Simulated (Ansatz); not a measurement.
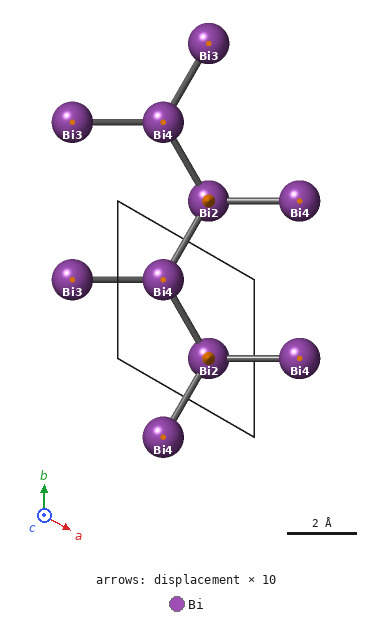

This is a relaxation of crystalline Bi (built on the lonsdaleite_194 type) (coarse preliminary run). The starting structure is drawn; orange arrows show the displacements (the part carried along by the change of the cell is left out), 10 times their true length.

Style: ball-and-stick. Shown: the cell of the calculation, repeated 1 × 2 × 1 with one cell outlined, along the c axis.

Case: lonsdaleite type (P6_3/mmc, No. 194).

Theory: DFT PBE, scalar-relativistic, plane waves, PAW (Ansatz).

The input:
```yaml
crystal:
  lattice:
    - [4.6066306292, 0.0, 0.0]
    - [-2.3033153146, 3.9894591508, 0.0]
    - [0.0, 0.0, 7.6009405382]
  atoms:
    - { symbol: Bi, position: [0.3333333333, 0.6666666667, 0.4375] }
    - { symbol: Bi, position: [0.6666666667, 0.3333333333, 0.9375] }
    - { symbol: Bi, position: [0.6666666667, 0.3333333333, 0.5625] }
    - { symbol: Bi, position: [0.3333333333, 0.6666666667, 0.0625] }
basis:
  ecutwfc: 420
kpoints:
  mp_grid: { grid: [6, 6, 2] }
hamiltonian:
  xc: pbe
scf:
  occupations: { method: gaussian, width: 0.1 }
  lower_state_search: "off"
output:
  forces: true
  stress: true
  eigenvalues: true
relax:
  adjacent_minimum: "off"
  f_tol: 0.04
  max_steps: 70
  cell: { stress_tol: 0.4 }
```

### What happened in the run?

The largest moves relative to the cell, 0.12 Å, are those of Bi1, Bi2, Bi3 and Bi4. Bi4 goes along −c. The drawn cell changes as follows: a = b 4.607 → 5.331 Å (+15.7 %), c 7.601 → 7.616 Å (+0.2 %); the volume changes by +34.2 %. Near-neighbour distances that change, for instance: Bi1–Bi3 2.824 → 3.161 Å, Bi1–Bi4 2.850 → 3.090 Å. Bond angles that change, for instance: Bi3–Bi1–Bi4 109.7° → 103.1°, Bi3–Bi1–Bi3 109.3° → 115.0°. The space group stays P6_3/mmc (No. 194). The energy falls by 615 meV per atom in 7 accepted moves (9 points after the start). Largest force component: 0.23 eV/Å at the start, 0.01 eV/Å at the end. The pressure goes from 19.29 to 0.24 GPa. The SCF was repeated twice at an unchanged geometry on a basis and grid sized afresh for the cell, which shifted the energy by 7.5 meV per atom at most. The run took of the order of 60 core-seconds on a shared host.

Limits of the set-up: the k-point mesh is coarse for a cell with partly filled bands.
